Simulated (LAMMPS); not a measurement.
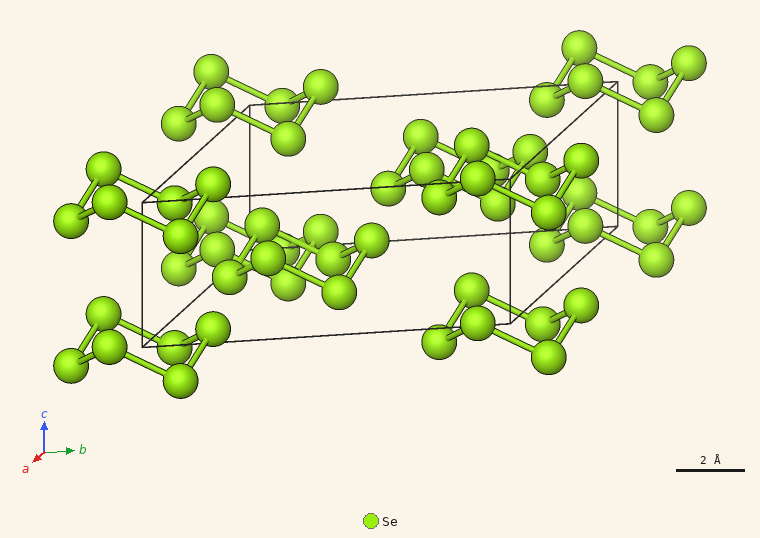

Fig. 1: The starting structure (ball-and-stick view of the cell 3 times as large as that of the calculation, set on its symmetry axes, seen slightly off an axis). An atom can appear more than once, as a periodic image. Near neighbours in the periodic cell (some may lie outside the picture): Se has 2 Se at 2.37 Å.

**Geometry relaxation, with input and output: Se (part 1 of 2)**

Se (6 atoms in the cell), computed with classical potential CdTeZnSeHgS0.sw (style sw) (LAMMPS 22 Jul 2025 update 4).

The structure derives from a Materials Project entry. The run did not end well. The geometry comes from this level: r2scan-rvv10.

Input:
```
units metal
boundary p p p
atom_style atomic
read_data data.lmp
pair_style sw
pair_coeff * * CdTeZnSeHgS0.sw Se
thermo_style custom step pe press pxx pyy pzz pyz pxz pxy vol fmax
thermo_modify format float %.8f
dump 1 all custom 10 dump.lmp id type x y z fx fy fz
dump_modify 1 sort id format float %.8f
thermo 10
fix 1 all box/relax tri 0.0 vmax 0.001
min_style cg
minimize 0.0 1.0e-6 400 4000
minimize 0.0 1.0e-6 400 4000
unfix 1
undump 1
write_dump all custom end.lmp id type x y z modify sort id format float %.8f
run 0
```

File data.lmp:
```
crystal

6 atoms
1 atom types

0.0 6.66329388 xlo xhi
0.0 6.03112128 ylo yhi
0.0 4.05946748 zlo zhi
-2.83285392 -2.83285392 -4.46039771 xy xz yz

Masses

1 78.9710

Atoms

1 1 3.32854599 3.93718192 0.34155467
2 1 2.14853755 -3.23615755 3.40710290
3 1 -3.84256678 1.87256220 2.90266616
4 1 -2.33095996 -2.36645835 3.71791281
5 1 -1.15095152 4.80688113 0.65236458
6 1 4.84015281 -0.30183862 1.15680132
```

Command:
```bash
lmp -in in.lmp -log none -nocite
```

The program's output:
```
using 1 OpenMP thread(s) per MPI task
Reading data file ...
  triclinic box = (0 0 0) to (6.6632939 6.0311213 4.0594675) with tilt (-2.8328539 -2.8328539 -4.4603977)
WARNING: Triclinic box skew is large. LAMMPS will run inefficiently. (src/src/domain.cpp:221)
  1 by 1 by 1 MPI processor grid
  reading atoms ...
  6 atoms
  read_data CPU = 0.000 seconds
Neighbor list info ...
  max neighbors/atom: 2000, page size: 100000
  master list distance cutoff = 6.3087989
  ghost atom cutoff = 6.3087989
  binsize = 3.1543995, bins = 4 4 2
  1 neighbor lists, perpetual/occasional/extra = 1 0 0
  (1) pair sw, perpetual
      attributes: full, newton on
      pair build: full/bin/atomonly
      stencil: full/bin/3d
      bin: standard
Setting up cg style minimization ...
  Unit style    : metal
  Current step  : 0
WARNING: Energy due to 6 extra global DOFs will be included in minimizer energies
 (src/src/min.cpp:222)
Per MPI rank memory allocation (min/avg/max) = 4.214 | 4.214 | 4.214 Mbytes
   Step         PotEng         Press           Pxx            Pyy            Pzz            Pyz            Pxz            Pxy           Volume          Fmax
         0  10.61673173 658114.15724507 782317.13541172 749970.16622468 442055.17009882 -140118.77327980 -88991.17212530 -34433.22585737 163.13836162 16.05809746
        10  8.85434467 578781.55401961 665437.19485721 665726.06755649 405181.39964512 -130314.20415812 -78390.00191061 -36481.86931734 167.35458335 14.92402098
        20  7.24971709 507016.34821598 563656.50283628 588172.51693476 369220.02487691 -121131.26259947 -68855.35962809 -37149.22476091 171.70593415 13.85088144
        30  5.81767963 443878.73938746 477499.22053853 518832.15564688 335304.84197697 -112534.14630875 -60493.74428713 -36620.93097993 176.09985196 12.86198001
        40  4.53396652 388526.89067844 404904.24287910 457084.26657248 303592.16258374 -104441.27735822 -53167.09418358 -35183.12199310 180.54101172 12.02245166
        50  3.37795385 340136.84549841 344034.86309365 402340.21765236 274035.45574921 -96864.01141722 -46816.63890341 -33139.26801763 185.03437737 11.39443543
        60  2.33227173 298029.54185525 293293.63069240 354206.63650664 246588.35836671 -89735.85727820 -41338.84117794 -30708.13684321 189.58408854 10.78037213
        70  1.38239529 261550.60066468 251237.31723386 312201.13749523 221213.34726494 -82979.17792687 -36581.80554193 -28045.32013250 194.19269395 10.18193768
        80  0.51636873 229950.73417761 216457.13119180 275591.95654786 197803.11479318 -76532.96382879 -32409.12185176 -25266.10706587 198.86169299 9.59982723
        90  -0.27534862 202419.18803937 187571.13009383 243502.60898099 176183.82504328 -70313.29659119 -28712.61632263 -22443.41755909 203.59228537 9.03297910
       100  -1.00010297 178162.77778146 163296.50511167 215025.69417669 156166.13405603 -64212.12153965 -25394.05110126 -19626.24919046 208.38600247 8.47950416
       110  -1.66341294 156478.73338335 142518.65551664 189336.73807623 137580.80655718 -58129.47734632 -22362.99008219 -16868.46857417 213.24549464 7.93739127
       120  -2.26940753 136823.60278251 124349.11396866 165823.61477248 120298.07960638 -52016.74665787 -19546.99406985 -14249.81807410 218.17485987 7.40498903
       130  -2.82127710 118855.09015010 108164.45848400 144163.64204387 104237.16992243 -45907.56857446 -16904.67096503 -11873.39051869 223.17882726 6.88158098
       140  -3.32169991 102406.37583253 93594.29146967 124267.13250392 89357.70352400 -39906.29159993 -14436.86542958 -9829.98200757 228.26099216 6.36777825
       150  -3.77320266 87391.15879419 80438.78784836 106104.87293338 75629.81560082 -34131.64825563 -12182.13918521 -8155.83802871 233.42253206 5.86525954
       160  -4.17839683 73709.51811361 68548.73519743 89579.34238364 63000.47675975 -28663.29043574 -10185.03865423 -6834.56057414 238.66247578 5.37579405
       170  -4.54005185 61217.49465183 57746.18133532 74526.64455438 51379.65806580 -23530.32798297 -8461.13058380 -5829.89436988 243.97806199 4.90034885
       180  -4.86112342 49742.86519279 47827.63390908 60755.55363996 40645.40802934 -18724.34364224 -6995.03127593 -5091.24845987 249.36332247 4.43906178
       190  -5.14499521 39100.79655164 38597.33113334 48059.39891609 30645.65960548 -14210.59606948 -5757.55576459 -4549.03560694 254.80574636 3.99167288
       200  -5.39628001 29075.64718285 29864.70022548 36186.63975319 21175.60156987 -9924.76498566 -4714.99098728 -4121.69094567 260.27963515 3.55771947
       210  -5.62344315 19350.61406014 21408.46279083 24746.47296124 11896.90642837 -5742.29617368 -3825.57684876 -3706.10070347 265.72847568 3.13623223
       220  -5.85219802 9195.67845622 12818.08157244 12797.17332692 1971.78046929 -1332.45405698 -3006.39654234 -3076.94353985 270.98749694 2.72306051
       230  -6.15975053 -1294.38041602 4805.25304649 10.86657437 -8699.26086890 3043.46195203 -2179.20197350 -1534.79298214 273.65898431 2.40490147
       240  -6.39895585 -4907.53835320 2387.46247848 -5130.32081722 -11979.75672085 3641.33219787 -1794.32464675 -58.28930950 271.51039452 2.36036335
       250  -6.61076749 -6405.57607428 1419.84485415 -8044.92028035 -12591.65279665 2793.11643281 -1486.78646003 1307.93477225 268.37837146 2.34766809
       260  -6.82618520 -7396.32178573 877.64537372 -10683.39180574 -12383.21892516 1401.14524180 -1127.63121812 2762.31168216 264.70413864 2.32579160
       270  -7.05622674 -8241.14508217 610.42503674 -13363.95623704 -11969.90404621 -26.91225687 -760.82010981 4200.74396178 260.51284064 2.29816678
       280  -7.28412013 -8581.78975750 748.90401764 -15115.51007318 -11378.76321695 -904.31177376 -632.87377823 5043.43192794 256.35237797 2.27493982
       290  -7.50817271 -8053.61465568 1328.47688196 -15177.17701341 -10312.14383558 -1090.52062938 -896.87737112 4960.02169588 252.53376140 2.39211747
       300  -7.74586606 -6629.37661131 2222.15556240 -13571.15860869 -8539.12678763 -777.17375494 -1519.10423973 4035.34617792 249.00294778 2.50431085
       310  -8.01242563 -4623.50786193 3125.69671485 -10908.52441509 -6087.69588554 -261.32387946 -2303.87184501 2643.00252144 245.82318710 2.49937395
       320  -8.31555883 -2679.07071991 3652.80333484 -8263.77412911 -3426.24136545 213.05419779 -2912.47191843 1356.46730232 243.17404625 2.34217849
       330  -8.63410090 -1286.52259072 3668.63521446 -6333.57592738 -1194.62705922 669.44170374 -3091.80822747 526.28333203 241.25355780 2.03665219
       340  -8.92172040 -383.03425861 3313.97519782 -4983.18944639 520.11147273 1184.49442887 -2879.45086518 111.91791851 240.14618748 1.63744689
       350  -9.13681207 157.98201376 2732.08257809 -4069.06834508 1810.93180826 1691.78422199 -2464.65788297 38.25880329 239.86266142 1.23180510
       360  -9.28357828 432.96066451 2045.30942394 -3389.60809396 2643.18066356 2088.83409308 -1988.54351222 200.99727797 240.26058303 0.86706778
       370  -9.37365945 523.74473520 1405.28021229 -2724.74604604 2890.70003935 2202.43723807 -1533.93900030 459.27777575 241.09809759 0.58201082
       380  -9.42382962 532.73967082 928.03454315 -2086.22124710 2756.40571641 2072.00031678 -1182.54058813 687.69586088 242.06001765 0.38970987
       390  -9.45556619 512.52352040 568.55300696 -1488.46884974 2457.48640398 1826.48005237 -907.80003349 874.27717852 243.12360221 0.28967791
       400  -9.47745804 478.49133264 309.02785621 -940.91302911 2067.35917083 1519.52469385 -689.56488882 1011.69536123 244.32158129 0.21474764
Loop time of 0.0068039 on 1 procs for 400 steps with 6 atoms

87.5% CPU use with 1 MPI tasks x 1 OpenMP threads

Minimization stats:
  Stopping criterion = max iterations
  Energy initial, next-to-last, final =
      10.6167317341912   -9.4755636977362  -9.47745803849592
  Force two-norm initial, final = 129.45055 0.79146992
  Force max component initial, final = 79.65785 0.30993538
  Final line search alpha, max atom move = 0.0031575973 0.00097865112
  Iterations, force evaluations = 400 400

MPI task timing breakdown:
Section |  min time  |  avg time  |  max time  |%varavg| %total
---------------------------------------------------------------
Pair    | 0.003398   | 0.003398   | 0.003398   |   0.0 | 49.94
Neigh   | 5.5474e-05 | 5.5474e-05 | 5.5474e-05 |   0.0 |  0.82
Comm    | 0.00046029 | 0.00046029 | 0.00046029 |   0.0 |  6.77
Output  | 0.0008054  | 0.0008054  | 0.0008054  |   0.0 | 11.84
Modify  | 0          | 0          | 0          |   0.0 |  0.00
Other   |            | 0.002085   |            |       | 30.64

Nlocal:              6 ave           6 max           6 min
Histogram: 1 0 0 0 0 0 0 0 0 0
Nghost:            346 ave         346 max         346 min
Histogram: 1 0 0 0 0 0 0 0 0 0
Neighs:              0 ave           0 max           0 min
Histogram: 1 0 0 0 0 0 0 0 0 0
FullNghs:          148 ave         148 max         148 min
Histogram: 1 0 0 0 0 0 0 0 0 0
```
